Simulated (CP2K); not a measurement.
Input

```
&GLOBAL
  PROJECT cdo_scf
  RUN_TYPE ENERGY_FORCE
  PRINT_LEVEL LOW
&END GLOBAL
&FORCE_EVAL
  METHOD QS
  STRESS_TENSOR ANALYTICAL
  &DFT
    BASIS_SET_FILE_NAME BASIS_MOLOPT_UZH
    POTENTIAL_FILE_NAME POTENTIAL_UZH
    &MGRID
      CUTOFF 600
      REL_CUTOFF 60
      NGRIDS 5
    &END MGRID
    &QS
      METHOD GPW
      EPS_DEFAULT 1.0E-9
    &END QS
    &KPOINTS
      SCHEME MONKHORST-PACK 10 10 10
      GAMMA_CENTERED T
      SYMMETRY T
      SYMMETRY_BACKEND SPGLIB
    &END KPOINTS
    &SCF
      SCF_GUESS ATOMIC
      EPS_SCF 1.0E-6
      MAX_SCF 100
      ADDED_MOS 10
      CHOLESKY OFF
      EPS_EIGVAL 1.0E-7
      &DIAGONALIZATION ON
        ALGORITHM STANDARD
      &END DIAGONALIZATION
      &MIXING ON
        METHOD BROYDEN_MIXING
        ALPHA 0.4
        BETA 1.5
        NBUFFER 8
      &END MIXING
      &SMEAR ON
        METHOD FERMI_DIRAC
        ELECTRONIC_TEMPERATURE 580.23
      &END SMEAR
    &END SCF
    &XC
      &XC_FUNCTIONAL
        &GGA_X_PBE_R
        &END GGA_X_PBE_R
        &GGA_C_PBE
        &END GGA_C_PBE
      &END XC_FUNCTIONAL
    &END XC
    &PRINT
      &KPOINTS ON
      &END KPOINTS
      &MULLIKEN ON
      &END MULLIKEN
      &MO ON
        ENERGIES T
        OCCUPATION_NUMBERS T
        &EACH
          QS_SCF 0
        &END EACH
        ADD_LAST NUMERIC
      &END MO
      &E_DENSITY_CUBE ON
        STRIDE 2
      &END E_DENSITY_CUBE
      &V_HARTREE_CUBE ON
        STRIDE 2
      &END V_HARTREE_CUBE
      &ELF_CUBE ON
        STRIDE 2
      &END ELF_CUBE
    &END PRINT
  &END DFT
  &SUBSYS
    &CELL
      A 3.3226947648 0.0000000000 0.0000000000
      B 1.6613473824 2.8775380753 0.0000000000
      C 1.6613473824 0.9591793584 2.7129689149
      PERIODIC XYZ
    &END CELL
    &COORD
      Cd  0.0000000000 0.0000000000 0.0000000000
      O   3.3226947648 1.9183587169 1.3564844574
    &END COORD
    &KIND Cd
      BASIS_SET TZVP-MOLOPT-PBE-GTH-q12
      POTENTIAL GTH-PBE-q12
    &END KIND
    &KIND O
      BASIS_SET TZVP-MOLOPT-PBE-GTH-q6
      POTENTIAL GTH-PBE-q6
    &END KIND
    &PRINT
      &ATOMIC_COORDINATES ON
      &END ATOMIC_COORDINATES
      &CELL ON
      &END CELL
      &SYMMETRY ON
      &END SYMMETRY
    &END PRINT
  &END SUBSYS
  &PRINT
    &FORCES ON
    &END FORCES
    &STRESS_TENSOR ON
    &END STRESS_TENSOR
  &END PRINT
&END FORCE_EVAL
```

Command:

```sh
OMP_NUM_THREADS=1 cp2k.psmp -i cdo_scf.inp -o cdo_scf.out
```

Below, planes, directions and counts refer to the conventional cell (a = 4.70 Å, b = 4.70 Å, c = 4.70 Å, α = 90.00°, β = 90.00°, γ = 90.00°).

Space group Fm-3m; computed pressure about 10 GPa in this cell.

The calculation used CP2K, Kohn-Sham DFT of a periodic cell, revPBE, GTH-PBE with UZH-TZVP basis.

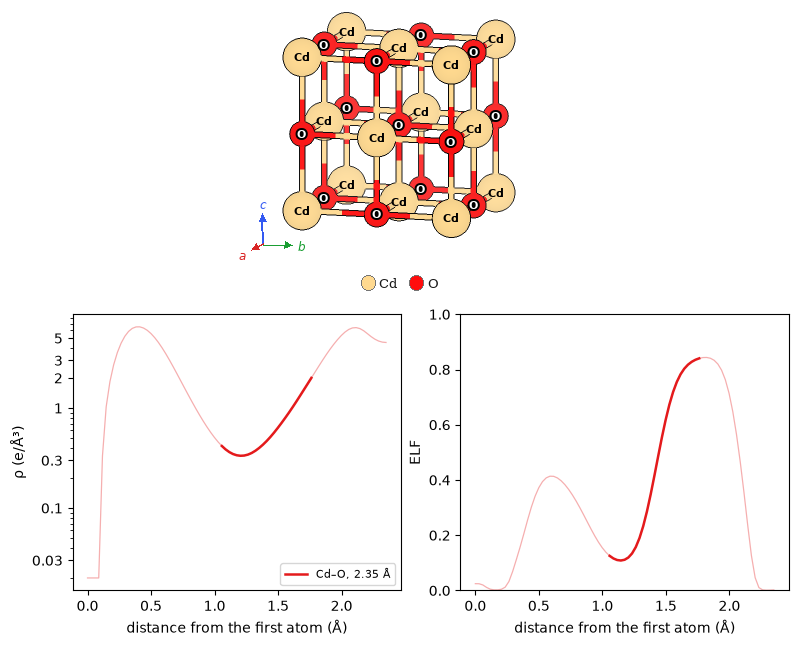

CdO. Valence pseudo-density and electron localisation function along straight lines between neighbouring atoms. Thin, pale parts lie inside the atomic spheres. The structure is drawn too.

In a pseudopotential calculation such maps are meaningful between the atoms, not at the nuclei.

Question: What can be read from the curves?

Answer: Cd–O (2.35 Å): ρ at the midpoint is about 0.34 e/Å³; the ELF is about 0.10 at the midpoint: no localised pair shows between them.
